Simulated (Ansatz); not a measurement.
Consider this structure, Al.

```
Al
1.0
     2.82610    0.00000    0.00000
     0.00000    2.82610    0.00000
     0.00000    0.00000    9.35126
Al
4
Cartesian
  0.0000 0.0000 1.3394
  1.4131 1.4131 3.3362
  1.4131 1.4131 6.0150
  0.0000 0.0000 8.0119
```

Basis of the simulation: the end point of a relaxation with DFT PBE, scalar-relativistic, plane waves, PAW (Ansatz 0.2.0); the starting structure was generated, so it need not be a known form of this composition.

Q: Where will the first 3 clear peaks of its neutron PDF lie (peak width σ = 0.07 Å), and from which pairs do they come?

A: 1. 2.83 Å: Al–Al at 2.68–2.83 Å
2. 3.94 Å: Al–Al at 3.89–4.00 Å
3. 4.87 Å: Al–Al at 4.81–4.89 Å

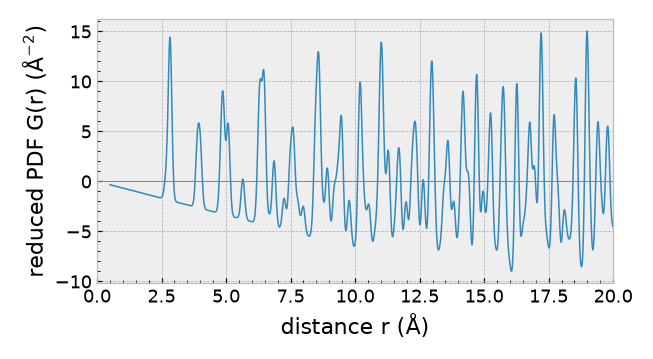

The curve is a calculated neutron PDF: distances of the static structure, each pair weighted by the product of the tabulated coherent neutron scattering lengths (natural isotope mix where the element has one), broadened by Gaussians with σ = 0.07 Å. There is no Q-range truncation.
